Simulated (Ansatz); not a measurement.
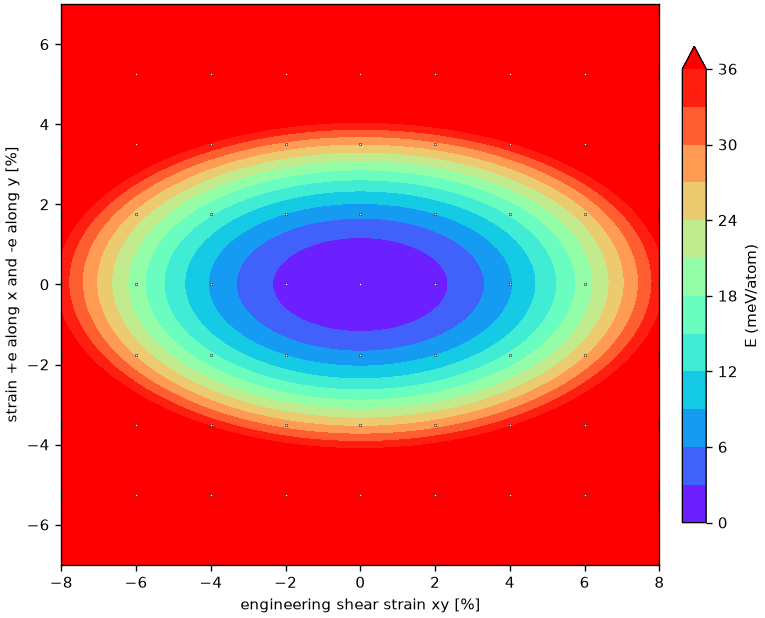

Si (P6_3/mmc, No. 194; 4 atoms in the cell). The energy is mapped over two homogeneous strains (x along [1 0 0], y along [1 2 0], z along [0 0 1] of the conventional cell). First axis: engineering shear strain xy. Second axis: strain +e along x and -e along y. Nothing is relaxed (fractional coordinates fixed). Grid: 9 × 9 points; 45 points were computed and 36 follow by symmetry. Points are written as (first, second). Energies: meV/atom, counted from the lowest grid point. The band gap closes in part of the range. The calculation used Ansatz, DFT PBE, scalar-relativistic, plane waves, PAW. Settings: cutoff 420 eV, k-mesh 12×12×6 in the order of the run's cell vectors, gaussian smearing 0.05 eV, no spin polarisation.

Drawn: filled contours, dots at the grid points, one colour for all values above the top of the scale. Between grid points the surface is interpolated.

Question: Where is the minimum, and how stiff is the crystal against these two strains (in GPa)?

Answer: The interpolated minimum is at 0.0 % and 0.0 %. Divided by the cell volume of 81.7 Å³, the second derivatives of the energy there are about 85 GPa along the first strain and 340 GPa along the second, with a cross term of about 0 GPa (clamped ions). Round the minimum the two coordinates are nearly uncoupled.

PAW datasets: the set soft_1.
